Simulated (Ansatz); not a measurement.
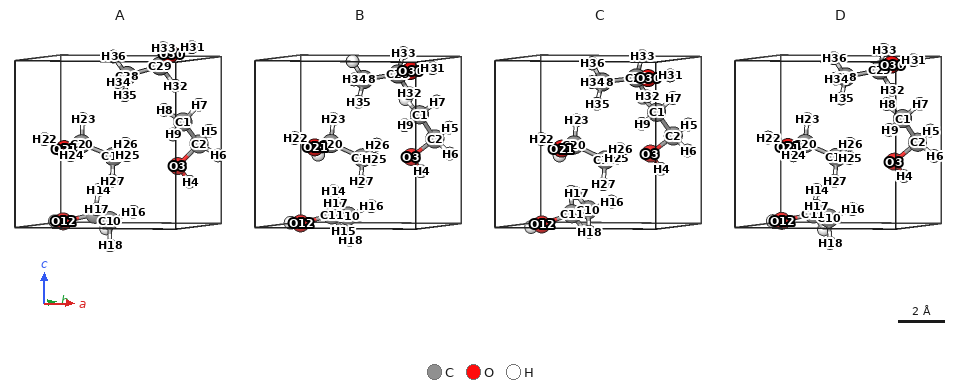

4 geometries from one relaxation of an amorphous cell of composition H$_{6}$C$_{2}$O, in shuffled order. The picture is a ball-and-stick view of the cell of the calculation, seen from a free direction.

The cell holds 4 CH3CH2OH. The run prepares the start of a later molecular dynamics calculation, from a guessed geometry.

These are results of DFT PBE, scalar-relativistic, plane waves, PAW (Ansatz 0.2.0), not measurements. (plane-wave cutoff 420 eV; k-point mesh 1 × 1 × 1; occupations fermi dirac; smearing width 0.05 eV; no spin polarisation; atoms relaxed in a fixed cell; force threshold 0.3 eV/Å; at most 15 steps)

Order the frames from highest to lowest energy.

Answer. C, B, D, A. They are steps 0, 3, 5, 9, at +38.7 meV per atom, +13.0 meV per atom, +6.2 meV per atom relative to the last. The energy falls by 38.7 meV per atom in 8 accepted moves (9 points after the start). The largest force component goes from 0.68 to 0.16 eV/Å. 1 step only repeated the SCF at the same geometry. The forces were under the threshold at step 1, but the run went on from there. The atom that moves furthest is an H atom (1.28 Å along [0 1 3]). Largest moves by element: H 1.28 Å, O 1.11 Å, C 0.75 Å. The lattice vectors keep their values. Among the contacts that change: C–O 1.427 → 1.455 Å, C–H 1.092 → 1.102 Å. Bond angles that change, for instance: C–C–O 107.1° → 109.8°. Cost: 28 s on 1 thread of Arm Neoverse V1, with other jobs on the host, peak memory 0.4 GiB.

Limits of the set-up: the periodic images lie only 7.3 Å apart, so the values are limited by the cell's size.
